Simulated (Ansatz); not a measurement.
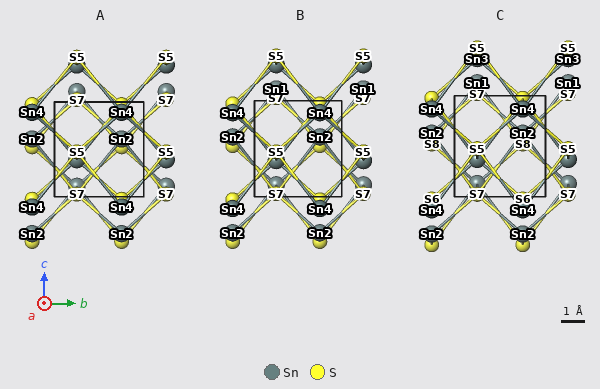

3 geometries from one relaxation of a crystal of SnS (set up in Pnma), in shuffled order. Style: ball-and-stick. Shown: the cell of the calculation, along the a axis.

Case: relaxed again under DFT LDA, scalar-relativistic, plane waves, PAW.

These are results of DFT LDA, scalar-relativistic, plane waves, PAW in Ansatz 0.2.0, not measurements. Set-up: plane-wave cutoff 420 eV; k-point mesh 4 × 8 × 6; occupations gaussian; smearing width 0.02 eV; no spin polarisation; cell and atoms relaxed; force threshold 0.005 eV/Å; at most 50 steps.

Order the frames from highest to lowest energy.

Answer. C, B, A. They are steps 0, 1, 7, at +0.312 eV per cell of the calculation, +48.9 meV per cell of the calculation relative to the last. After 6 accepted moves (7 points after the start) the energy has fallen by 0.312 eV per cell of the calculation. The largest force component goes from 0.17 to 0.0035 eV/Å. Pressure: −4.27 GPa at the start and 0.00 GPa at the end. The SCF was repeated once at an unchanged geometry on a basis and grid sized afresh for the cell, which shifted the energy by 3.5 meV per cell of the calculation at most. The largest moves relative to the cell, 0.096 Å, are those of Sn1, Sn2, Sn3 and Sn4. Sn3 goes roughly along [−1 0 3]. Largest moves by element: Sn 0.096 Å, S 0.047 Å. The volume changes by −11.5 %, with a 11.446 → 10.976 Å (−4.1 %), b 4.023 → 3.954 Å (−1.7 %), c 4.454 → 4.184 Å (−6.1 %). Among the contacts that change: Sn1–S8 3.387 → 3.156 Å, Sn1–S7 2.657 → 2.615 Å, Sn1–S8 (another image) 2.685 → 2.654 Å. Bond angles that change, for instance: Sn1–S7–Sn2 103.7° → 101.7°. The space group stays Pnma (No. 62).
